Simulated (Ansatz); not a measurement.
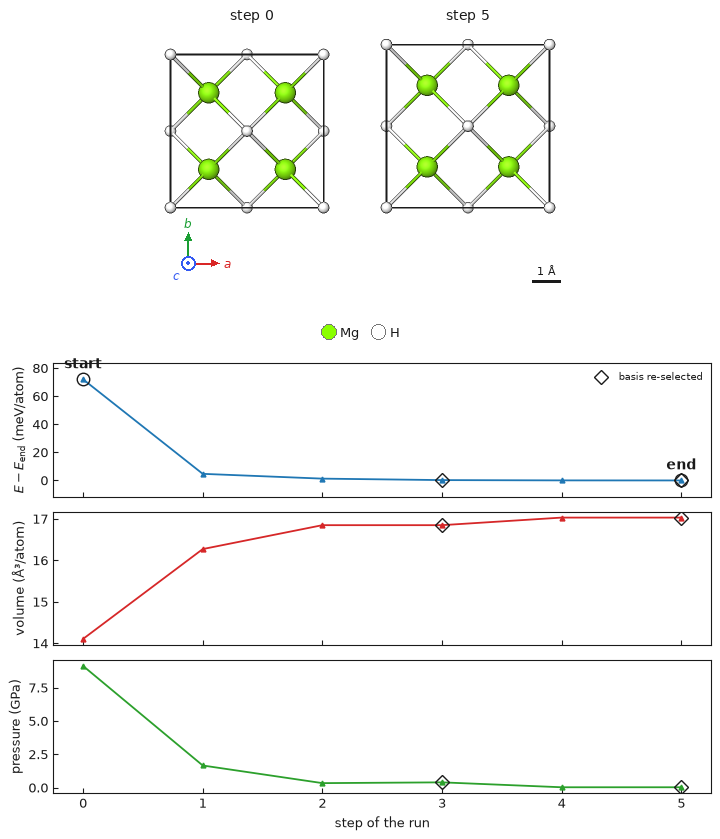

First and last geometry of a relaxation of crystalline Mg₂H (a generated structure, set up in Fm-3m) (coarse preliminary run), with the history of the run. The picture is a ball-and-stick view of the conventional cell (4 times the calculation's cell), seen along the c axis. Lengths and directions refer to the drawn axes.

Method: DFT PBE, scalar-relativistic, plane waves, PAW in Ansatz. (plane-wave cutoff 420 eV; k-point mesh 6 × 6 × 6; occupations gaussian; smearing width 0.1 eV; no spin polarisation; cell and atoms relaxed; force threshold 0.04 eV/Å; at most 70 steps)

Q: What do the curves and the structures tell?

A: It converged. No atom moves by more than 0.005 Å relative to the cell. Cell: a = b = c 5.532 → 5.890 Å (+6.5 %). Volume +20.7 %. Some distances before and after: Mg–Mg 2.766 → 2.945 Å, H–Mg 2.395 → 2.551 Å. The space group stays Fm-3m (No. 225). After 3 accepted moves (5 points after the start) the energy has fallen by 72.1 meV per atom. All forces vanish by symmetry, so only the cell relaxes. The pressure goes from 9.14 to 0.03 GPa. The SCF was repeated twice at an unchanged geometry on a basis and grid sized afresh for the cell, which shifted the energy by 1.0 meV per atom at most.
